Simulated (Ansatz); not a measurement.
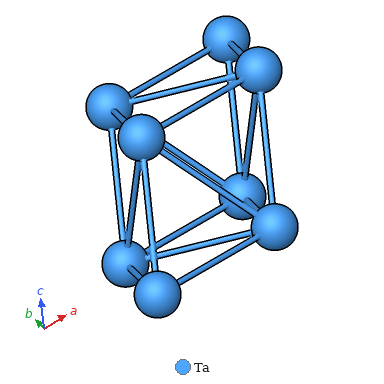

System: Ta, space group Fm-3m (No. 225). The picture shows the cell.

The given structure:
```
CELL_PARAMETERS angstrom
0.00000 2.11000 2.11000
2.11000 0.00000 2.11000
2.11000 2.11000 0.00000
ATOMIC_POSITIONS crystal
Ta 0.00000 0.00000 0.00000
```

How it was computed, with Ansatz 0.2.0: biaxial strain in the xy plane and strain along z of a crystal, fractional coordinates fixed, by plane-wave density functional theory with PAW datasets, free energies less that of the undisturbed cell. Level: PBEsol, no spin polarisation.

```json
{"setting": "wave cutoff", "value": "420 eV"}
{"setting": "k mesh", "value": "20×20×20"}
{"setting": "occupations", "value": "Gaussian"}
{"setting": "smearing width", "value": "0.15 eV"}
{"setting": "k shift", "value": "(0, 0, 0) (mesh steps)"}
{"setting": "start", "value": "as given"}
```

Predict the map of the energy change over strain zz and strain xx = yy. The grid: strain zz −0.05, −0.025, 0, 0.025, 0.05 ; strain xx = yy −0.05, −0.025, 0, 0.025, 0.05.

At the origin a neighbouring grid point lies 23 meV/atom lower, so the given structure isn't at the minimum of this landscape. The energy change is least, −53 meV/atom, at strain zz of 0.05 and strain xx = yy of −0.05, and largest, 316 meV/atom, at strain zz of 0.05 and strain xx = yy of 0.05.

Energy change (meV/atom); rows strain xx = yy, columns strain zz:
|  | −0.05 | −0.025 | 0 | 0.025 | 0.05 |
| --- | --- | --- | --- | --- | --- |
| −0.05 | 176 | 98 | 32 | −18 | −53 |
| −0.025 | 44 | 13 | −10 | −23 | −24 |
| 0 | −24 | −14 | 0 | 21 | 51 |
| 0.025 | −35 | 11 | 58 | 109 | 166 |
| 0.05 | 6 | 81 | 157 | 235 | 316 |

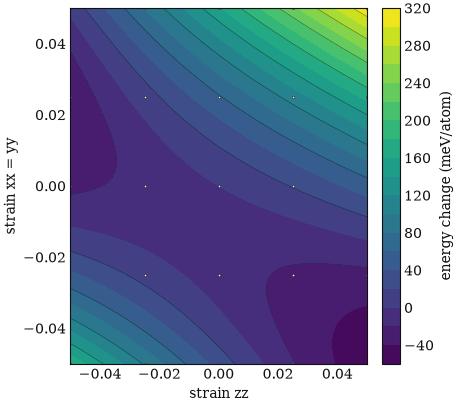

Keep in mind: reference crystal is not relaxed.
